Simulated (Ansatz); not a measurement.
Structure (in its standard cell), the input geometry of an electronic-structure calculation (not necessarily at equilibrium); the starting structure was generated, so it need not be a known form of this composition:

```yaml
crystal:
  lattice:
    - [5.85751, 0.00000, 0.00000]
    - [0.00000, 5.85751, 0.00000]
    - [0.00000, 0.00000, 5.85751]
  atoms:
    - { symbol: W, position: [0.75000, 0.75000, 0.75000] }
    - { symbol: W, position: [0.00000, 0.50000, 0.00000] }
    - { symbol: W, position: [0.75000, 0.25000, 0.25000] }
    - { symbol: W, position: [0.00000, 0.00000, 0.50000] }
    - { symbol: W, position: [0.25000, 0.75000, 0.25000] }
    - { symbol: W, position: [0.50000, 0.50000, 0.50000] }
    - { symbol: W, position: [0.25000, 0.25000, 0.75000] }
    - { symbol: W, position: [0.50000, 0.00000, 0.00000] }
```

Q: What does the kinematic electron diffraction pattern along [110] look like at 200 kV (B = 1 Å²)?

A: The spots form a centred rectangular net with both shortest vectors at d = 3.38 Å, 70.5° apart. They are -1 1 -1 and -1 1 1. The pattern has symmetry 2mm. The lattice centring (F) removes all reflections that break h + k = 2n, h + l = 2n; a screw axis and a glide plane both extinguish reflections such as 0 0 2, 0 0 6; reflections such as 2 -2 -2, 2 -2 2, 4 -4 -2 are allowed by the space group but vanish because the atoms sit on special positions.

Strongest reflections with d > 1.04 Å, one of each family (|F|² from tabulated Gaussian fits of the electron scattering factors, times a small damping for the curvature of the Ewald sphere):

```csv
hkl,d (Å),I (strongest = 100)
1 -1 1,3.382,100
2 -2 0,2.071,93
0 0 4,1.464,44
1 -1 3,1.766,34
2 -2 4,1.196,26
3 -3 1,1.344,18
```

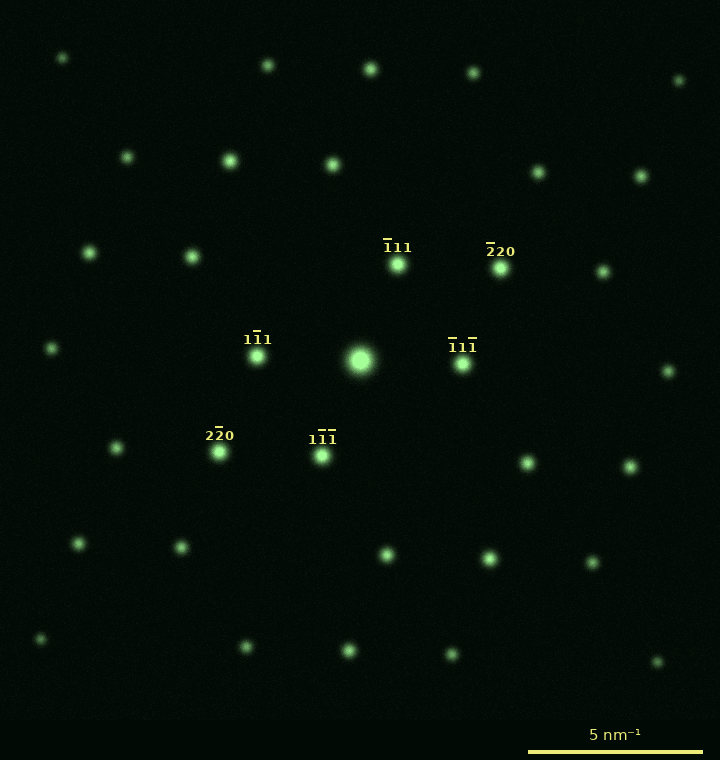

Calculated pattern, seen from the source side with [110] pointing towards the source.
